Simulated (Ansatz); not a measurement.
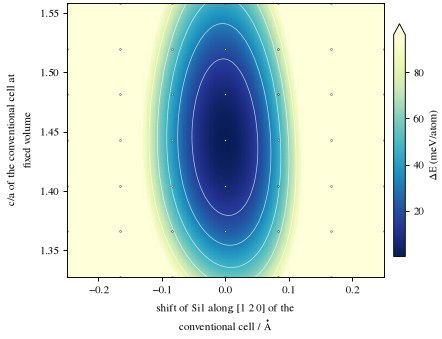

Si₂W (P6_222, No. 180; 9 atoms in the cell). 
- The energy is mapped over a free internal coordinate and the cell.
- First axis: shift of Si1 along [1 2 0] of the conventional cell, Cartesian (0 1 0), its symmetry partners moved as symmetry demands (measured in the relaxed cell). Second axis: c/a of the conventional cell at fixed volume.
- Nothing is relaxed (all other coordinates fixed).
- The scan uses a 7 × 7 grid.
- Points are written as (first, second).
- Energies are in meV/atom, from the lowest grid point.
- The band gap closes in part of the range.
- These are results of Ansatz, DFT LDA, scalar-relativistic, plane waves, PAW, not measurements. Settings: cutoff 420 eV, k-mesh 9×9×6 in the order of the run's cell vectors, gaussian smearing 0.03 eV, no spin polarisation.

In the figure: a smooth colour map with a few white contour lines, dots at the grid points, one colour for all values above the top of the scale. Between grid points the surface is interpolated.

Where is the minimum, and how stiff is the well along each coordinate?

Answer. The interpolated minimum is at the first coordinate ≈ 0.000 Å, the second coordinate ≈ 1.443. The curvatures there are about 107 eV/Å² and 66 eV, with a cross term of about 6 eV/Å (per cell of 9 atoms). Round the minimum the two coordinates are weakly coupled (coupling 0.07 in units of the two stiffnesses).

PAW datasets: the set soft_1.
